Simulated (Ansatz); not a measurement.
## Single-point calculation of Al

- system: Al (P6₃/mmc, 6 atoms in the cell)
- method: DFT PBEsol+D3(BJ), scalar-relativistic, plane waves, PAW, PAW set soft_1, no spin polarisation (Ansatz 0.2.0)

The structure derives from a Materials Project entry. Figures and captions count atoms from 1; the log counts them from 0 in places.

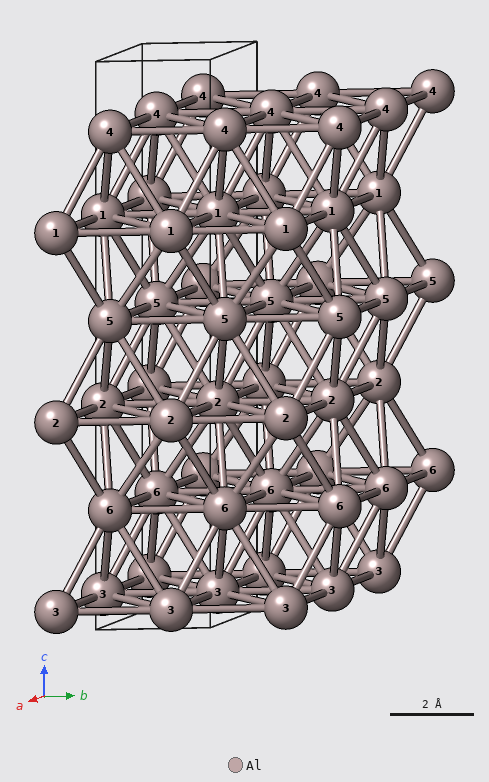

The structure (ball-and-stick view of the reduced cell, repeated 3 × 3 × 1, seen slightly off an axis; atoms are numbered from 1 in the order of the input). An atom can appear more than once, as a periodic image.

Results in brief

```tsv
quantity	value
outcome	converged
space group (tolerance 0.01 Å)	P6₃/mmc (194)
electrons treated	18
free energy	−3149.0756 eV
Fermi energy	8.425 eV
gap on the k-point mesh	none (metallic)
pressure	0.08 GPa
largest force (length of the vector)	under 0.001 eV/Å
hardware	2 threads of Arm Neoverse N1, 98 GiB of memory available, shared host
wall time	15 s (CPU time 29 s)
peak memory	0.46 GiB
```

Warnings of the run: the PAW datasets were made with another functional.

The input
```yaml
crystal:
  lattice:
    - [-2.7899121276, 0.0, 0.0]
    - [-1.3949560638, -2.4161347768, 0.0]
    - [0.0, 0.0, 13.9412785744]
  atoms:
    - { symbol: Al, position: [0.6666666667, 0.6666666667, 0.25] }
    - { symbol: Al, position: [0.6666666667, 0.6666666667, 0.5833333333] }
    - { symbol: Al, position: [0.6666666667, 0.6666666667, 0.9166666667] }
    - { symbol: Al, position: [0.3333333333, 0.3333333333, 0.0833333333] }
    - { symbol: Al, position: [0.3333333333, 0.3333333333, 0.4166666667] }
    - { symbol: Al, position: [0.3333333333, 0.3333333333, 0.75] }
basis:
  ecutwfc: 420
kpoints:
  mp_grid: { grid: [18, 18, 4] }
hamiltonian:
  xc: pbesol
  pseudopotentials: { kind: paw, azcp: { folder: soft_1 } }
  dispersion: d3bj
scf:
  occupations: { method: gaussian, width: 0.15 }
output:
  forces: true
  stress: true
  eigenvalues: true
  write_density: true
  write_potential: true
  elf: true
  volumetric_format: npy
```

Command:
```bash
ansatz run input.yaml --threads 2 --pin off --max-ram 4096MiB --backend cpu --events-out ev --progress --plain --runs-dir out
```

What the program printed
```
Warning: [file] the record states the generating functional pbe (its physics header spells it `PBE`), which answers neither for hamiltonian.xc's functional nor for the pbesol family's — results may be inconsistent (PPs are generated against a specific XC)
Engine: ansatz 0.2.0, aarch64-unknown-linux-gnu
Pseudopotentials: kind: paw
Pseudopotential: Al, paw, valence charge 3, recommended cutoff 420 eV (normal), [file]
Functional definition: PBEsol
  exchange = pbesol_x
  correlation = pbesol_c
Crystal: 6 atoms, lattice volume = 93.975 Å³
Basis set: ecut = 420 eV, 1859 PW (Γ), exchange–correlation on 40×40×192 points (8 copies of the dense FFT grid, shifted against one another)
Bands: 15, of which v1, the nominal top of the filled ones, is band 9 counted from 1 (8 counted from 0)
Symmetry: 72 space group operations
Space group: P63/mmc (ITA 194), of the structure as read, at distance tolerance 4.5e-5 Å
k-points: 111 of 1296
Non-local potential: Al, projectors of the file, l = 0: 2, l = 1: 2, l = 2: 1
PAW form: soft (Blöchl's): semilocal exchange-correlation on the pseudo side does not see the compensation charge
PAW frozen core: Al, regenerated for the run's functional, and the local potential with it (the file was generated under x = pbe(κ = 0.804, μ = 0.2195149727645171), c = pbe(β = 0.06672455060314922))
PAW one-centre angular grid: Al, 110 points (default); XC on 64 Gauss nodes
Initial density: superposition of atomic densities (chi_scale 0.1, normalization cell)
Initial wavefunctions: pseudopotential atomic-orbital guess
Functional: x = pbesol(κ = 0.804, μ = 0.12345679012345678), c = pbesol(β = 0.046)
SCF iter   1: F=—  HF=-3149.396333 eV  |F-HF|=—  |Δ(HF+E_count)|=         —  Δρ=2.33e-2  dr2=5.44e-1  ethr=3.10e-3  ⟨swp⟩=7.9  Hψ=26652  notcnv=0  defer=45
automatic band count: the SCF goes on with 21 bands, as 15 were too few: the levels above may hold too much charge
preconditioner: auto → none  [metal: Δε(μ)=0.036 eV  Ē_g=9.221 eV  σ=0.150 eV  W_gap=0.13  n_scr=8 (ndim 8)  ℏωp=16.3 eV  f_vac=0.000  D(μ)=2.74/eV (n_scr^D=10)  sad-step TF]
SCF iter   2: F=—  HF=-3149.223665 eV  |F-HF|=—  |Δ(HF+E_count)|=   1.73e-1  Δρ=1.53e-2  dr2=2.35e-1  ethr=3.02e-3  ⟨swp⟩=1.0  Hψ=3219  notcnv=0  defer=49
SCF iter   3: F=—  HF=-3149.076281 eV  |F-HF|=—  |Δ(HF+E_count)|=   1.47e-1  Δρ=3.01e-4  dr2=3.06e-5  ethr=1.31e-3  ⟨swp⟩=1.3  Hψ=1883  notcnv=0  defer=59
SCF iter   4: F=—  HF=-3149.075577 eV  |F-HF|=—  |Δ(HF+E_count)|=   7.04e-4  Δρ=7.81e-5  dr2=5.35e-6  ethr=1.70e-7  ⟨swp⟩=2.1  Hψ=2851  notcnv=0  defer=59
iter 5 did not close the SCF: its close was put off for the readings that it lacked (scf_convergence_deferred on its scf_iter line)
SCF iter   5: F=-3149.075609 eV  HF=-3149.075609 eV  |F-HF|=1.08e-8  |Δ(HF+E_count)|=   3.22e-5  Δρ=4.62e-6  dr2=6.51e-9  ethr=2.97e-8  ⟨swp⟩=2.5  Hψ=2851  notcnv=0  defer=59
SCF iter   6: F=-3149.075609 eV  HF=-3149.075609 eV  |F-HF|=3.82e-11  |Δ(HF+E_count)|=   1.14e-8  Δρ=4.90e-7  dr2=1.12e-10  ethr=3.62e-11  ⟨swp⟩=8.9  Hψ=14310  notcnv=0
SCF 1 converged in 6 iterations: F = -3149.075609 eV  dr2 = 1.12e-10
  greatest PAW one-centre occupation: 0.458 electrons in one spin orbital (limit 2), on the Al atom at site 5 (counted from 0), in its partial waves of l = 0
SCF converged after 6 iterations
Free energy (F): -3149.075609 eV
Harris-Foulkes:  -3149.075609 eV  (|F-HF|=3.82e-11)
Internal energy: -3149.044709 eV  (E = F + TS)
E sigma→0 (E₀):  -3149.060159 eV
Entropy (-TS):   -0.030900 eV (-5.150 meV/atom)
Fermi energy:    8.425496 eV
--- Per-component energies (eV) ---
  E_band       = 69.656156
  E_kinetic    = 139.878208
  E_local      = 67.018531  (includes V_loc(G=0)·N_el)
  E_nonlocal   = 61.524012
  E_hartree    = 0.623472
  E_xc         = -226.643939
  E_vxc        = -178.863571  (∫ρ·V_xc dr)
  E_paw        = -2740.774545  (= ΣΔE_a)
  E_vpaw       = -21.147955  (= ΣTr[D̂ρ^β])
  E_aug_tail   = -0.000020  (compensation charges beyond the density's cutoff)
  E_ewald      = -448.776097
  E_disp       = -2.009167  (pairwise vdW)
  E_core_change = 0.114834  (= ΣΔE_core)
  E_smearing   = -0.030900  (= −TS)
  E_closure    = 0.000000  (closes the sum)
  Σ components = -3149.075609   (vs F -3149.075609, Δ=0.00e0)
--- Forces (eV/Å), atoms counted from 1 ---
  atom   1  Al     0.00000000     0.00000000     0.00000000
  atom   2  Al    -0.00000000     0.00000000     0.00000000
  atom   3  Al    -0.00000000     0.00000000     0.00000000
  atom   4  Al     0.00000000    -0.00000000    -0.00000000
  atom   5  Al    -0.00000000    -0.00000000    -0.00000000
  atom   6  Al     0.00000000    -0.00000000    -0.00000000
  max |Σ_I F_I| component: 7.71e-18 eV/Å
--- Stress (GPa, compression-positive) ---
        0.541428      -0.000000       0.000000
        0.000000       0.541428       0.000000
        0.000000       0.000000      -0.837438
  P = ⅓ Tr σ = 0.0818 GPa (0.818 kbar)
--- Band table (eV; the first three rows and the last of 111) ---
  k-point 0: bands = ["-3.0610", "-2.3026", "-2.3026", "-0.0521", "-0.0521", "3.5254", "3.7255", "8.6308", "8.6308", "14.7945", "14.7945", "19.7263", "19.7263", "19.8818", "19.8818", "20.2585", "20.2585", "20.2585", "20.2585", "20.4358", "20.4557"]
  k-point 1: bands = ["-3.0135", "-2.6339", "-1.8779", "-0.7515", "0.7363", "2.5730", "4.7611", "7.2623", "10.0736", "13.1637", "16.4592", "19.6271", "19.7608", "19.7608", "19.9202", "19.9202", "20.0316", "20.0316", "20.2180", "20.2180", "20.5211"]
  k-point 2: bands = ["-2.8710", "-2.8710", "-1.3604", "-1.3604", "1.6122", "1.6122", "5.9712", "5.9712", "11.5866", "11.5866", "18.1135", "18.1135", "19.8633", "19.8633", "19.8633", "19.8633", "20.0340", "20.0340", "20.0340", "20.0340", "20.7311"]
  k-point 110: bands = ["5.2104", "5.2104", "5.2104", "5.2104", "5.3587", "5.3587", "6.0357", "6.0357", "6.7662", "6.7662", "7.6180", "7.6180", "9.5287", "9.5287", "9.7489", "9.7489", "9.7489", "9.7489", "14.0854", "14.0854", "14.2664"]
```

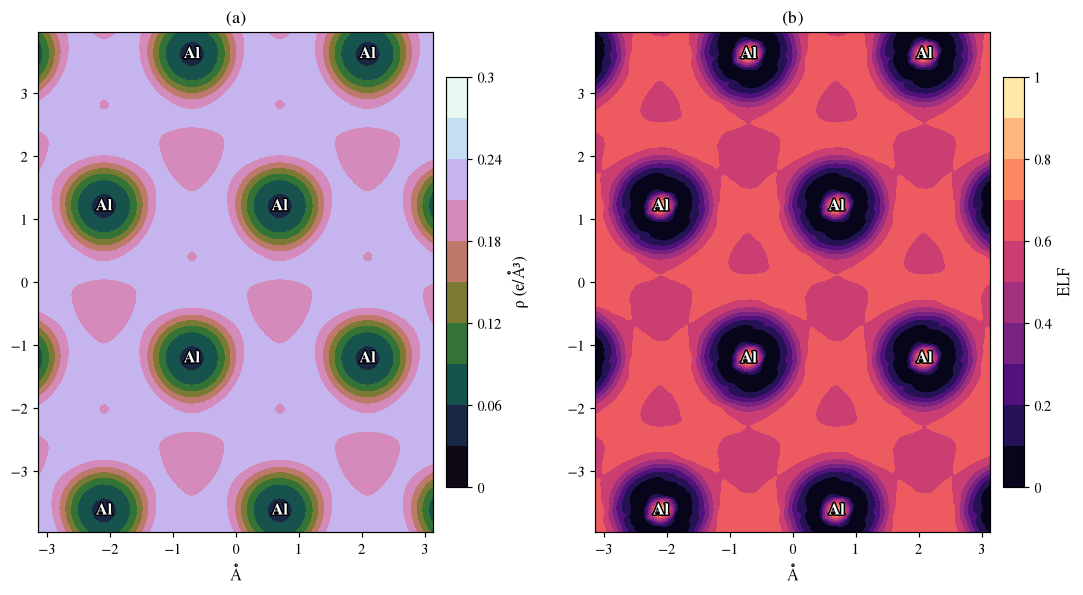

(a) valence charge density (pseudo); (b) electron localisation function on the (001) plane of the calculation cell. Atoms in the plane: Al. Al–Al (2.79 Å): ρ at the midpoint is about 0.22 e/Å³; the ELF is about 0.65 at the midpoint (metallic bonding. Away from the nuclei the density in this plane falls to 0.19 e/Å³ at its lowest. In a PAW calculation such maps are meaningful between the atoms, not at the nuclei.

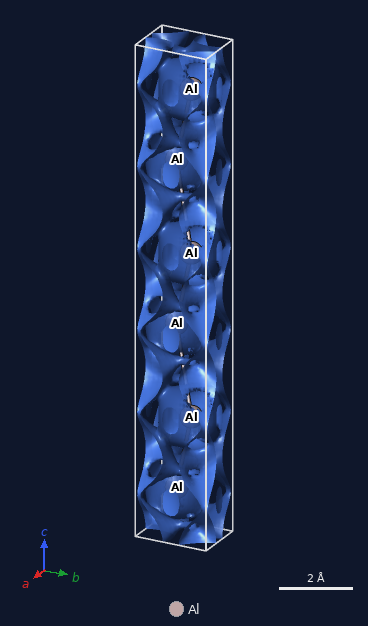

Isosurface of the electron localisation function at 0.55 (blue), seen slightly off an axis. Core shells and regions of very low density are left out. Sticks mark near contacts. The outline is the calculation cell. Values along the shortest contacts: Al–Al (2.79 Å): the ELF peaks at about 0.65 between the atoms.
